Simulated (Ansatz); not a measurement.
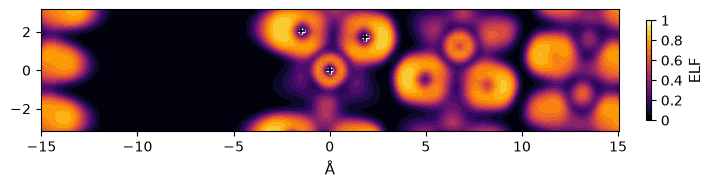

The ELF on a plane through atoms (crosses mark nuclei in the plane).

Level of theory: DFT PBEsol, scalar-relativistic, plane waves, PAW in Ansatz 0.2.0.

Candidates:
A. Au, a = 2.89 Å, b = 2.89 Å, c = 14.15 Å, α = 90.00°, β = 90.00°, γ = 60.00°. Space group Fm-3m.
B. NbN, a = 4.38 Å, b = 4.38 Å, c = 4.38 Å, α = 90.00°, β = 90.00°, γ = 90.00°. Space group Fm-3m.
C. WSe2, a = 3.27 Å, b = 3.27 Å, c = 29.18 Å, α = 90.00°, β = 90.00°, γ = 120.00°. Space group P-6m2; a structure from a database of computed crystals, not necessarily the ambient phase.

### Which candidate gave the map?

Candidate C: WSe2 on the (111) plane of the conventional cell, which holds W and Se. W–Se (2.52 Å): the ELF is about 0.55 at the midpoint.
